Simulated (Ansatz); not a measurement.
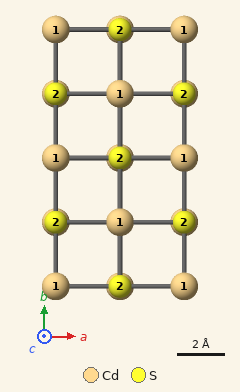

Solid CdS (set up in Fm-3m), before the relaxation. Style: ball-and-stick. Shown: the conventional cell (4 times the calculation's cell), repeated 1 × 2 × 1 with one cell outlined, along the c axis. Lengths and directions refer to the drawn axes.

The run lets cell and atoms move.

All numbers below come from Kohn-Sham DFT of a periodic cell, r2SCAN0 with D3(BJ), Ansatz PAW small core (Ansatz 0.2.0).

Input file:
```yaml
crystal:
  lattice:
    - [0.0, 2.753244, 2.753244]
    - [2.753244, 0.0, 2.753244]
    - [2.753244, 2.753244, 0.0]
  atoms:
    - { symbol: Cd, position: [0.0, 0.0, 0.0] }
    - { symbol: S, position: [0.5, 0.5, 0.5] }
hamiltonian:
  xc: r2scan0
  pseudopotentials: { kind: paw, core: small }
  dispersion: d3bj
kpoints:
  mp_grid: { grid: [4, 4, 4] }
scf:
  occupations: { method: fixed }
  algorithm: density_mixing
output:
  forces: true
  stress: true
relax:
  f_tol: 0.01
  max_steps: 40
  cell: { stress_tol: 0.05 }
basis:
  ecutrho_ratio: 12
  ecutwfc: "450 eV"
```

Run as
```bash
ansatz run input.yaml --threads 1 --pin off --max-ram 2560MiB --backend cpu --events-out ev --progress --plain --runs-dir out
```

### Where does the relaxation end?

The atoms keep their places relative to the cell (all moves are under 0.005 Å). The volume changes by −5.4 %, with a = b = c 5.506 → 5.405 Å (−1.8 %). Among the contacts that change: Cd1–S2 2.753 → 2.702 Å. The space group stays Fm-3m (No. 225). Over 4 accepted moves (6 points after the start) the energy falls by 16.7 meV per atom. All forces vanish by symmetry, so only the cell relaxes. Pressure: −4.50 GPa at the start and 0.00 GPa at the end. At 2 points the geometry stayed and the basis and grid were re-selected for the new cell (energy shift of 1.6 meV per atom at most each time).

After the run, drawn alike:

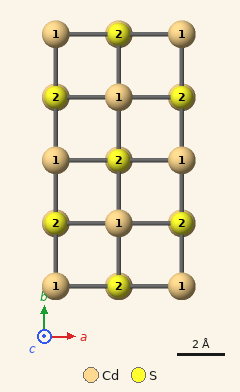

Limits of the set-up: the cutoff lies below the recommended one.
